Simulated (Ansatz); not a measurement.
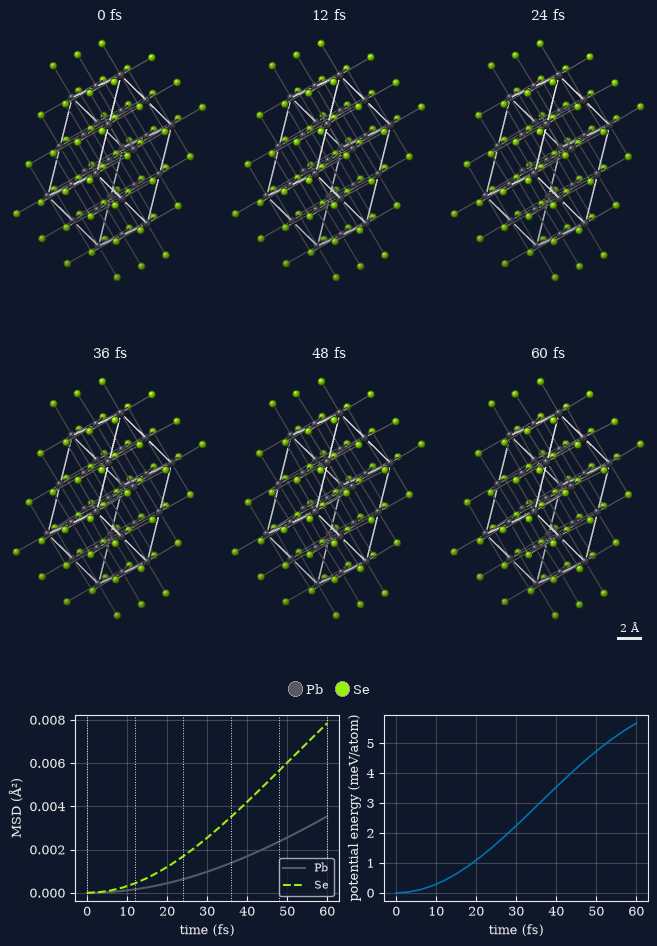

First-principles dynamics of a 16-atom cell of PbSe (built on the measured structure type), 60 fs long. Frames and the history of the run. Style: ball-and-stick. Shown: the reduced simulation cell, from a free direction. Bonds to atoms that aren't drawn are left out. Lengths and directions refer to the drawn axes.

Theory: DFT, r2SCAN, plane waves, PAW (Ansatz 0.2.0). Set-up: plane-wave cutoff 500 eV; k-point mesh 2 × 2 × 2; Fermi-Dirac smearing 0.02 eV; Nosé-Hoover thermostat (NVT); set temperature 100 K; time step 3 fs.

The input:
```yaml
crystal:
  lattice:
    - [0.0, 6.139378729, 6.139378729]
    - [6.139378729, 0.0, 6.139378729]
    - [6.139378729, 6.139378729, 0.0]
  atoms:
    - { symbol: Pb, position: [0.0, 0.0, 0.0] }
    - { symbol: Se, position: [0.25, 0.25, 0.25] }
    - { symbol: Pb, position: [0.0, 0.0, 0.5] }
    - { symbol: Se, position: [0.25, 0.25, 0.75] }
    - { symbol: Pb, position: [0.0, 0.5, 0.0] }
    - { symbol: Se, position: [0.25, 0.75, 0.25] }
    - { symbol: Pb, position: [0.0, 0.5, 0.5] }
    - { symbol: Se, position: [0.25, 0.75, 0.75] }
    - { symbol: Pb, position: [0.5, 0.0, 0.0] }
    - { symbol: Se, position: [0.75, 0.25, 0.25] }
    - { symbol: Pb, position: [0.5, 0.0, 0.5] }
    - { symbol: Se, position: [0.75, 0.25, 0.75] }
    - { symbol: Pb, position: [0.5, 0.5, 0.0] }
    - { symbol: Se, position: [0.75, 0.75, 0.25] }
    - { symbol: Pb, position: [0.5, 0.5, 0.5] }
    - { symbol: Se, position: [0.75, 0.75, 0.75] }
kpoints:
  mp_grid: { grid: [2, 2, 2] }
hamiltonian:
  xc: r2scan
scf:
  occupations: { method: fermi_dirac, width: 0.02 }
md:
  ensemble: nvt_nose_hoover
  temperature: 100
  timestep: 3.0
  n_steps: 20
  initial_velocities: maxwell_boltzmann
  seed: 6990
```

Command:
```bash
ansatz run input.yaml --threads 4 --pin off --max-ram 3686MiB --backend cpu --events-out ev --progress --plain --runs-dir out
```

> What happens in this trajectory?

Root-mean-square distances from the starting positions over the second half, with the common drift of all atoms taken out: Se 0.07 Å, Pb 0.05 Å. The run lasts only 60 fs, too short to tell vibration from diffusion. The mean temperature in the second half is 68 K (standard deviation 8 K). That is still far from the set 100 K: the thermostat hasn't settled it within this run. The temperature is still falling (90 K in the second quarter, 60 K in the last), so the run isn't equilibrated. The potential energy in the second half lies on average 4.1 meV per atom above the first frame.
